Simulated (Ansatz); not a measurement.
MoSi$_{2}$: geometry relaxation (part 1 of 2)

System: MoSi$_{2}$ (I4/mmm, 6 atoms in the cell).
Method: DFT PBEsol, scalar-relativistic, plane waves, PAW, no spin polarisation (Ansatz 0.2.0).

The structure derives from an entry of the Crystallography Open Database. It belongs to a series of runs on one base structure; here: biaxial strain in the a-b plane, c and atoms relaxed: +4.5 %.

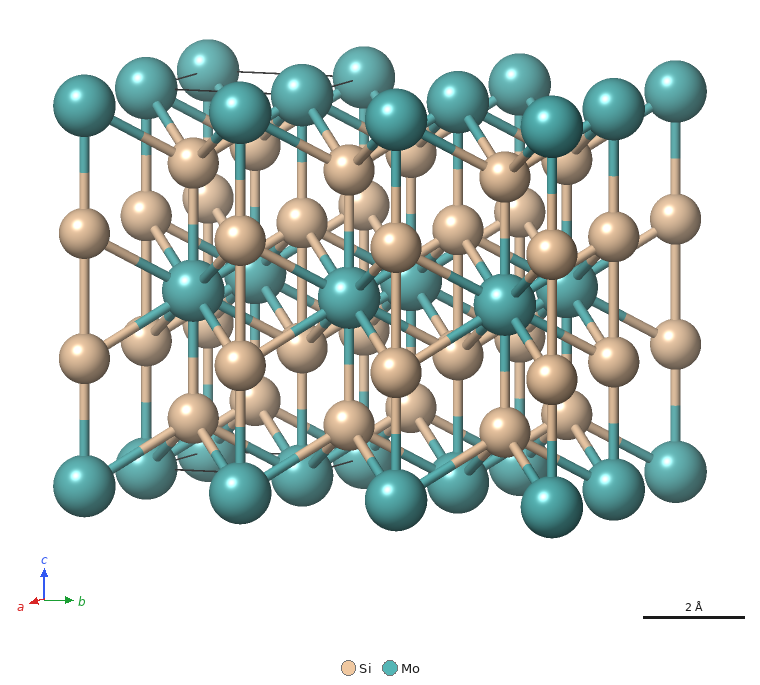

The structure as given in the input (ball-and-stick view of the cell of the calculation, repeated 2 × 3 × 1, seen slightly off an axis). An atom can appear more than once, as a periodic image.

Key numbers:

```tsv
quantity	value
outcome	converged
space group (tolerance 0.01 Å)	I4/mmm (139)
electrons treated	44
free energy	−12284.0813 eV
Fermi energy	14.537 eV
gap on the k-point mesh	none (metallic)
pressure	−12.40 GPa
final volume	85.71 Å³
largest force (length of the vector) at the end	0.003 eV/Å
final cell	a = 3.334 Å, b = 3.334 Å, c = 7.713 Å, α = 90.00°, β = 90.00°, γ = 90.00°
hardware	1 thread of Arm Neoverse V1, 24 GiB of memory available, shared host
wall time	82 s
peak memory	0.49 GiB
```

Input file:
```yaml
crystal:
  lattice:
    - [3.3336233273, 0.0, 0.0]
    - [0.0, 3.3336233273, 0.0]
    - [0.0, 0.0, 7.6102066355]
  atoms:
    - { symbol: Si, position: [0.0, 0.0, 0.3354659603] }
    - { symbol: Si, position: [0.5, 0.5, 0.1645340397] }
    - { symbol: Si, position: [0.5, 0.5, 0.8354659603] }
    - { symbol: Si, position: [0.0, 0.0, 0.6645340397] }
    - { symbol: Mo, position: [0.0, 0.0, 0.0] }
    - { symbol: Mo, position: [0.5, 0.5, 0.5] }
basis:
  ecutwfc: 420
kpoints:
  mp_grid: { grid: [12, 12, 6] }
hamiltonian:
  xc: pbesol
scf:
  occupations: { method: gaussian, width: 0.1 }
output:
  forces: true
  stress: true
  eigenvalues: true
  write_density: true
  write_potential: true
  elf: true
  volumetric_format: npy
relax:
  adjacent_minimum: "off"
  f_tol: 0.008
  max_steps: 40
  cell: { stress_tol: 0.015, fix: [a, b, gamma] }
```

Launch command:
```bash
ansatz run input.yaml --threads 1 --pin off --max-ram 2560MiB --backend cpu --events-out ev --progress --plain --runs-dir out
```

The program's output:
```
Engine: ansatz 0.2.0, aarch64-unknown-linux-gnu
Pseudopotentials: kind: paw
Pseudopotential: Si, paw, valence charge 4, recommended cutoff 420 eV (normal), Si.paw.azcp
Pseudopotential: Mo, paw, valence charge 14, recommended cutoff 420 eV (normal), Mo.paw.azcp
Functional definition: PBEsol
  exchange = pbesol_x
  correlation = pbesol_c
Crystal: 6 atoms, lattice volume = 84.573 Å³
Basis set: ecut = 420 eV, 1657 PW (Γ), exchange–correlation on 48×48×108 points (8 copies of the dense FFT grid, shifted against one another)
Bands: 28, of which v1, the nominal top of the filled ones, is band 22 counted from 1 (21 counted from 0)
Symmetry: 32 space group operations
Space group: I4/mmm (ITA 139), of the structure as read, at distance tolerance 4.4e-5 Å
k-points: 112 of 864
Non-local potential: Si, projectors of the file, l = 0: 2, l = 1: 2, l = 2: 2
Non-local potential: Mo, projectors of the file, l = 0: 3, l = 1: 2, l = 2: 2, l = 3: 1
PAW form: soft (Blöchl's): semilocal exchange-correlation on the pseudo side does not see the compensation charge
PAW frozen core: Si, regenerated for the run's functional, and the local potential with it (the file was generated under x = pbe(κ = 0.804, μ = 0.2195149727645171), c = pbe(β = 0.06672455060314922))
PAW frozen core: Mo, regenerated for the run's functional, and the local potential with it (the file was generated under x = pbe(κ = 0.804, μ = 0.2195149727645171), c = pbe(β = 0.06672455060314922))
PAW one-centre angular grid: Si, 110 points (default); XC on 64 Gauss nodes
PAW one-centre angular grid: Mo, 590 points (default); XC on 64 Gauss nodes
Initial density: superposition of atomic densities (neutral atoms: chi_scale 0, normalization atom), corrected by the library's trained network
Initial wavefunctions: pseudopotential atomic-orbital guess
Functional: x = pbesol(κ = 0.804, μ = 0.12345679012345678), c = pbesol(β = 0.046)
SCF iter   1: F=—  HF=-12284.059835 eV  |F-HF|=—  |Δ(HF+E_count)|=         —  Δρ=4.87e-3  dr2=1.61e-2  ethr=1.77e-3  ⟨swp⟩=6.0  Hψ=14035  notcnv=0
preconditioner: auto → Kerker (q_TF=auto, 2.447 Å⁻¹)  [metal: Δε(μ)=0.024 eV  Ē_g=6.844 eV  σ=0.100 eV  W_gap=0.13  n_scr=16 (ndim 8)  ℏωp=21.4 eV  f_vac=0.000  D(μ)=0.52/eV (n_scr^D=2)]
SCF iter   2: F=—  HF=-12284.057600 eV  |F-HF|=—  |Δ(HF+E_count)|=   2.24e-3  Δρ=2.60e-3  dr2=4.55e-3  ethr=3.65e-5  ⟨swp⟩=1.8  Hψ=4354  notcnv=0
SCF iter   3: F=—  HF=-12284.056554 eV  |F-HF|=—  |Δ(HF+E_count)|=   1.05e-3  Δρ=3.51e-4  dr2=1.38e-4  ethr=1.03e-5  ⟨swp⟩=2.3  Hψ=4367  notcnv=0
SCF iter   4: F=—  HF=-12284.056513 eV  |F-HF|=—  |Δ(HF+E_count)|=   4.19e-5  Δρ=6.94e-5  dr2=5.70e-6  ethr=3.14e-7  ⟨swp⟩=2.0  Hψ=4471  notcnv=0
SCF iter   5: F=—  HF=-12284.056468 eV  |F-HF|=—  |Δ(HF+E_count)|=   4.49e-5  Δρ=2.04e-5  dr2=2.54e-7  ethr=1.29e-8  ⟨swp⟩=2.2  Hψ=4392  notcnv=0
SCF iter   6: F=-12284.056468 eV  HF=-12284.056468 eV  |F-HF|=7.11e-9  |Δ(HF+E_count)|=   3.35e-8  Δρ=3.51e-6  dr2=1.29e-8  ethr=2.27e-10  ⟨swp⟩=11.2  Hψ=20554  notcnv=0
SCF 1 converged in 6 iterations: F = -12284.056468 eV  dr2 = 1.29e-8
  greatest PAW one-centre occupation: 0.999 electrons in one spin orbital (limit 2), on the Mo atom at site 5 (counted from 0), in its partial waves of l = 0
relax step   1: F+E_penalty+E_count = -12284.05646770 eV  Δ(F+E_penalty+E_count) = +0.000e0 eV  max|allowed force component| = 1.584e-2 eV/Å  Δτ_max = 0.0000 Å  P = -9.555 GPa  Ω = 84.573 Å³  fix = [a, b, gamma]  reactions: a -17.886, b -17.886 GPa  (6 SCF iters, dr2 threshold 1.00e-7 eV, accepted)
Crystal: 6 atoms, lattice volume = 85.897 Å³
Basis set: ecut = 420 eV, 1673 PW (Γ), exchange–correlation on 48×48×108 points (8 copies of the dense FFT grid, shifted against one another)
Initial density: handed on by an earlier stage of this run
Initial wavefunctions: those handed on with the density
iter 1 solved again at ethr=1.77e-5 eV; its pass at ethr=3.10e-3 eV (dr2=7.77e-3 eV) is discarded
SCF iter   1: F=—  HF=-12284.082992 eV  |F-HF|=—  |Δ(HF+E_count)|=         —  Δρ=2.45e-3  dr2=8.16e-3  ethr=1.77e-5  ⟨swp⟩=1.8  Hψ=15999  notcnv=0
preconditioner: auto → Kerker (q_TF=auto, 2.440 Å⁻¹)  [metal: Δε(μ)=0.047 eV  Ē_g=6.738 eV  σ=0.100 eV  W_gap=0.26  n_scr=18 (ndim 8)  ℏωp=21.2 eV  f_vac=0.000  D(μ)=0.53/eV (n_scr^D=2)]
SCF iter   2: F=—  HF=-12284.081306 eV  |F-HF|=—  |Δ(HF+E_count)|=   1.69e-3  Δρ=1.35e-3  dr2=2.56e-3  ethr=1.77e-5  ⟨swp⟩=1.0  Hψ=3136  notcnv=0
SCF iter   3: F=—  HF=-12284.080455 eV  |F-HF|=—  |Δ(HF+E_count)|=   8.51e-4  Δρ=1.95e-4  dr2=5.40e-5  ethr=5.83e-6  ⟨swp⟩=2.4  Hψ=4684  notcnv=0
SCF iter   4: F=—  HF=-12284.080413 eV  |F-HF|=—  |Δ(HF+E_count)|=   4.23e-5  Δρ=4.37e-5  dr2=1.46e-6  ethr=1.23e-7  ⟨swp⟩=2.0  Hψ=4496  notcnv=0
iter 5 did not close the SCF: its close was put off for the readings that it lacked (scf_convergence_deferred on its scf_iter line)
SCF iter   5: F=-12284.080413 eV  HF=-12284.080413 eV  |F-HF|=2.46e-8  |Δ(HF+E_count)|=   3.34e-7  Δρ=9.29e-6  dr2=6.33e-8  ethr=3.32e-9  ⟨swp⟩=2.5  Hψ=5088  notcnv=0
SCF iter   6: F=-12284.080413 eV  HF=-12284.080413 eV  |F-HF|=2.02e-10  |Δ(HF+E_count)|=   1.54e-8  Δρ=1.16e-6  dr2=7.65e-10  ethr=1.44e-10  ⟨swp⟩=5.7  Hψ=18072  notcnv=0
SCF 2 converged in 6 iterations: F = -12284.080413 eV  dr2 = 7.65e-10
relax step   2: F+E_penalty+E_count = -12284.08041273 eV  Δ(F+E_penalty+E_count) = -2.395e-2 eV  max|allowed force component| = 3.866e-3 eV/Å  Δτ_max = 0.0012 Å  P = -12.822 GPa  Ω = 85.897 Å³  energy of the carried Pulay correction = -2.769e-4 eV  fix = [a, b, gamma]  reactions: a -18.703, b -18.703 GPa  (6 SCF iters, dr2 threshold 6.00e-7 eV, accepted)
Crystal: 6 atoms, lattice volume = 85.725 Å³
iter 1 solved again at ethr=2.17e-7 eV; its pass at ethr=3.10e-3 eV (dr2=9.53e-5 eV) is discarded
SCF iter   1: F=—  HF=-12284.081120 eV  |F-HF|=—  |Δ(HF+E_count)|=         —  Δρ=3.09e-4  dr2=1.28e-4  ethr=2.17e-7  ⟨swp⟩=2.1  Hψ=15141  notcnv=0
preconditioner: auto → Kerker (q_TF=auto, 2.441 Å⁻¹)  [metal: Δε(μ)=0.039 eV  Ē_g=6.758 eV  σ=0.100 eV  W_gap=0.22  n_scr=16 (ndim 8)  ℏωp=21.2 eV  f_vac=0.000  D(μ)=0.53/eV (n_scr^D=2)]
SCF iter   2: F=—  HF=-12284.081064 eV  |F-HF|=—  |Δ(HF+E_count)|=   5.57e-5  Δρ=1.68e-4  dr2=3.86e-5  ethr=2.17e-7  ⟨swp⟩=1.8  Hψ=3824  notcnv=0
SCF iter   3: F=—  HF=-12284.081051 eV  |F-HF|=—  |Δ(HF+E_count)|=   1.31e-5  Δρ=2.68e-5  dr2=1.15e-6  ethr=8.77e-8  ⟨swp⟩=2.4  Hψ=4637  notcnv=0
iter 4 did not close the SCF: its close was put off for the readings that it lacked (scf_convergence_deferred on its scf_iter line)
SCF iter   4: F=-12284.081051 eV  HF=-12284.081051 eV  |F-HF|=1.43e-8  |Δ(HF+E_count)|=   3.90e-7  Δρ=6.01e-6  dr2=2.99e-8  ethr=2.61e-9  ⟨swp⟩=2.0  Hψ=4415  notcnv=0
iter 5 did not close the SCF: its close was put off for the readings that it lacked (scf_convergence_deferred on its scf_iter line)
SCF iter   5: F=-12284.081051 eV  HF=-12284.081051 eV  |F-HF|=4.20e-10  |Δ(HF+E_count)|=   8.03e-9  Δρ=1.38e-6  dr2=1.18e-9  ethr=6.80e-11  ⟨swp⟩=2.3  Hψ=5074  notcnv=0
SCF iter   6: F=-12284.081051 eV  HF=-12284.081051 eV  |F-HF|=1.09e-11  |Δ(HF+E_count)|=  2.89e-10  Δρ=1.84e-7  dr2=2.21e-11  ethr=2.68e-12  ⟨swp⟩=4.2  Hψ=15736  notcnv=0
SCF 3 converged in 6 iterations: F = -12284.081051 eV  dr2 = 2.21e-11
relax step   3: F+E_penalty+E_count = -12284.08105066 eV  Δ(F+E_penalty+E_count) = -6.379e-4 eV  max|allowed force component| = 3.321e-4 eV/Å  Δτ_max = 0.0001 Å  P = -12.422 GPa  Ω = 85.725 Å³  energy of the carried Pulay correction = -2.412e-4 eV  fix = [a, b, gamma]  reactions: a -18.602, b -18.602 GPa  (6 SCF iters, dr2 threshold 6.00e-7 eV, accepted)
Crystal: 6 atoms, lattice volume = 85.714 Å³
iter 1 solved again at ethr=1.60e-9 eV; its pass at ethr=3.10e-3 eV (dr2=7.03e-7 eV) is discarded
SCF iter   1: F=—  HF=-12284.081084 eV  |F-HF|=—  |Δ(HF+E_count)|=         —  Δρ=2.36e-5  dr2=8.92e-7  ethr=1.60e-9  ⟨swp⟩=2.1  Hψ=15136  notcnv=0
preconditioner: auto → Kerker (q_TF=auto, 2.441 Å⁻¹)  [metal: Δε(μ)=0.041 eV  Ē_g=6.758 eV  σ=0.100 eV  W_gap=0.23  n_scr=16 (ndim 8)  ℏωp=21.2 eV  f_vac=0.000  D(μ)=0.53/eV (n_scr^D=2)]
SCF iter   2: F=—  HF=-12284.081054 eV  |F-HF|=—  |Δ(HF+E_count)|=   2.98e-5  Δρ=1.35e-5  dr2=3.07e-7  ethr=1.60e-9  ⟨swp⟩=2.5  Hψ=4747  notcnv=0
iter 3 did not close the SCF: its close was put off for the readings that it lacked (scf_convergence_deferred on its scf_iter line)
SCF iter   3: F=-12284.081054 eV  HF=-12284.081054 eV  |F-HF|=3.92e-9  |Δ(HF+E_count)|=   1.00e-7  Δρ=1.83e-6  dr2=5.37e-9  ethr=6.98e-10  ⟨swp⟩=2.0  Hψ=4414  notcnv=0
iter 4 did not close the SCF: its close was put off for the readings that it lacked (scf_convergence_deferred on its scf_iter line)
SCF iter   4: F=-12284.081054 eV  HF=-12284.081054 eV  |F-HF|=8.55e-11  |Δ(HF+E_count)|=   1.41e-9  Δρ=6.16e-7  dr2=2.44e-10  ethr=1.22e-11  ⟨swp⟩=2.0  Hψ=4623  notcnv=0
iter 5 did not close the SCF: its close was put off for the readings that it lacked (scf_convergence_deferred on its scf_iter line)
SCF iter   5: F=-12284.081054 eV  HF=-12284.081054 eV  |F-HF|=0.00e0  |Δ(HF+E_count)|=  4.73e-11  Δρ=7.36e-8  dr2=4.95e-12  ethr=1.00e-12  ⟨swp⟩=1.1  Hψ=3191  notcnv=0
SCF iter   6: F=-12284.081054 eV  HF=-12284.081054 eV  |F-HF|=1.82e-12  |Δ(HF+E_count)|=    0.00e0  Δρ=1.66e-8  dr2=1.90e-13  ethr=1.00e-12  ⟨swp⟩=3.8  Hψ=12000  notcnv=0
SCF 4 converged in 6 iterations: F = -12284.081054 eV  dr2 = 1.90e-13
relax step   4: F+E_penalty+E_count = -12284.08105400 eV  Δ(F+E_penalty+E_count) = -3.345e-6 eV  max|allowed force component| = 2.756e-3 eV/Å  Δτ_max = 0.0002 Å  P = -12.399 GPa  Ω = 85.714 Å³  energy of the carried Pulay correction = -2.390e-4 eV  fix = [a, b, gamma]  reactions: a -18.598, b -18.598 GPa  (6 SCF iters, accepted)
Initial wavefunctions: pseudopotential atomic-orbital guess (no wavefunctions were taken with the density)
iter 1 solved again at ethr=9.14e-8 eV; its pass at ethr=3.10e-3 eV (dr2=4.02e-5 eV) is discarded
SCF iter   1: F=—  HF=-12284.081324 eV  |F-HF|=—  |Δ(HF+E_count)|=         —  Δρ=6.14e-5  dr2=9.15e-8  ethr=9.14e-8  ⟨swp⟩=3.0  Hψ=22204  notcnv=0
SCF iter   2: F=—  HF=-12284.081296 eV  |F-HF|=—  |Δ(HF+E_count)|=   2.77e-5  Δρ=3.12e-5  dr2=2.27e-8  ethr=2.08e-10  ⟨swp⟩=2.0  Hψ=5319  notcnv=0
SCF iter   3: F=—  HF=-12284.081296 eV  |F-HF|=—  |Δ(HF+E_count)|=   5.62e-9  Δρ=1.24e-6  dr2=2.44e-10  ethr=5.17e-11  ⟨swp⟩=1.0  Hψ=3136  notcnv=0
SCF iter   4: F=—  HF=-12284.081296 eV  |F-HF|=—  |Δ(HF+E_count)|=  3.27e-11  Δρ=2.06e-7  dr2=1.90e-11  ethr=1.00e-12  ⟨swp⟩=2.2  Hψ=4242  notcnv=0
iter 5 did not close the SCF: its close was put off for the readings that it lacked (scf_convergence_deferred on its scf_iter line)
SCF iter   5: F=-12284.081296 eV  HF=-12284.081296 eV  |F-HF|=0.00e0  |Δ(HF+E_count)|=  1.82e-12  Δρ=4.70e-8  dr2=1.05e-12  ethr=1.00e-12  ⟨swp⟩=1.0  Hψ=3136  notcnv=0
iter 6 did not close the SCF: its close was put off for the readings that it lacked (scf_convergence_deferred on its scf_iter line)
SCF iter   6: F=-12284.081296 eV  HF=-12284.081296 eV  |F-HF|=1.82e-12  |Δ(HF+E_count)|=    0.00e0  Δρ=5.01e-9  dr2=2.01e-14  ethr=1.00e-12  ⟨swp⟩=1.0  Hψ=3136  notcnv=0
iter 7 did not close the SCF: its close was put off for the readings that it lacked (scf_convergence_deferred on its scf_iter line)
SCF iter   7: F=-12284.081296 eV  HF=-12284.081296 eV  |F-HF|=0.00e0  |Δ(HF+E_count)|=  1.82e-12  Δρ=1.37e-9  dr2=9.24e-16  ethr=1.00e-12  ⟨swp⟩=1.0  Hψ=3136  notcnv=0
iter 8 did not close the SCF: its close was put off for the readings that it lacked (scf_convergence_deferred on its scf_iter line)
SCF iter   8: F=-12284.081296 eV  HF=-12284.081296 eV  |F-HF|=0.00e0  |Δ(HF+E_count)|=  1.82e-12  Δρ=1.76e-10  dr2=2.37e-17  ethr=1.00e-12  ⟨swp⟩=1.0  Hψ=3136  notcnv=0
SCF iter   9: F=-12284.081296 eV  HF=-12284.081296 eV  |F-HF|=7.28e-12  |Δ(HF+E_count)|=  3.64e-12  Δρ=3.96e-11  dr2=1.17e-18  ethr=1.00e-12  ⟨swp⟩=1.6  Hψ=6903  notcnv=0
SCF 5 converged in 9 iterations: F = -12284.081296 eV  dr2 = 1.17e-18
relax step   5: F+E_penalty+E_count = -12284.08129633 eV  Δ(F+E_penalty+E_count) = -2.423e-4 eV  max|allowed force component| = 2.741e-3 eV/Å  Δτ_max = 0.0000 Å  P = -12.395 GPa  Ω = 85.714 Å³  fix = [a, b, gamma]  reactions: a -18.594, b -18.594 GPa  stress off target by 2.52e-3 GPa on what of the cell is left free  SCF on the basis re-selected at this cell (its energy is not comparable with the rows above)  (9 SCF iters)
```
